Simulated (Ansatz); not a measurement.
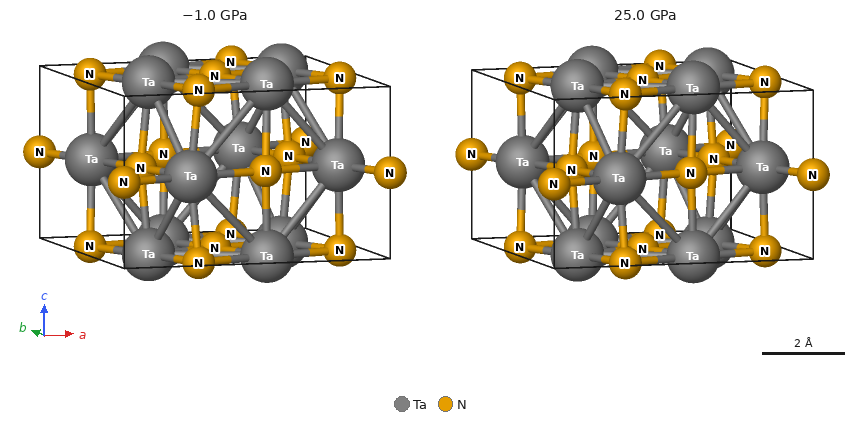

Solid Ta$_{4}$N$_{5}$ (set up in I4/m), relaxed (cell and atoms) at several target pressures. The picture shows the first and the last member. A ball-and-stick model of the conventional cell (2 times the calculation's cell), seen slightly off an axis. Lengths and directions refer to the drawn axes.

Computed with Ansatz 0.2.0: DFT r2SCAN, scalar-relativistic, plane waves, PAW. Settings: plane-wave cutoff 500 eV; k-point mesh 10 × 10 × 10; occupations gaussian; smearing width 0.1 eV; no spin polarisation; cell and atoms relaxed; force threshold 0.008 eV/Å.

```
pressure (GPa)  volume (Å³/atom)  a (Å)  c (Å)
          −1.0            11.201  6.873  4.268
           0.0            11.165  6.865  4.264
           1.0            11.130  6.858  4.260
           4.0            11.025  6.834  4.249
          12.0                 ?      ?      ?
          25.0            10.413  6.693  4.183
```

**Fill in the missing row.**

Murnaghan's form V = V₀(1 + B′P/B₀)^(−1/B′), with V₀ = 11.165 Å³ from the row at zero pressure, fits the other rows with B₀ = 310 GPa and B′ = 4.10 (largest miss 0.001 Å³). At 12.0 GPa it gives 11.165 × (1 + 4.10 × 12.0/310)^(−1/4.10) = 10.771 Å³ per atom. The calculation gives 10.771 Å³/atom (a = 6.776 Å, c = 4.223 Å). The estimate is right to the digits shown. From the first member to the last: Ta–Ta 3.319 → 3.207 Å, Ta–Ta 3.172 → 3.085 Å, N–Ta 2.203 → 2.136 Å.

The whole series:

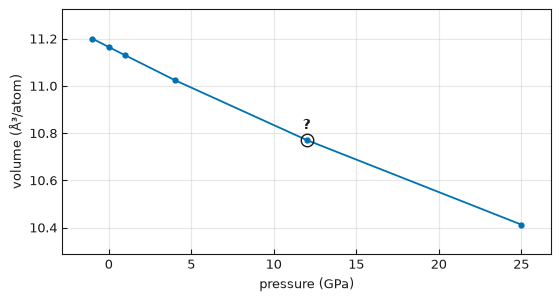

Each member starts from this one structure; whether another phase lies lower wasn't checked.
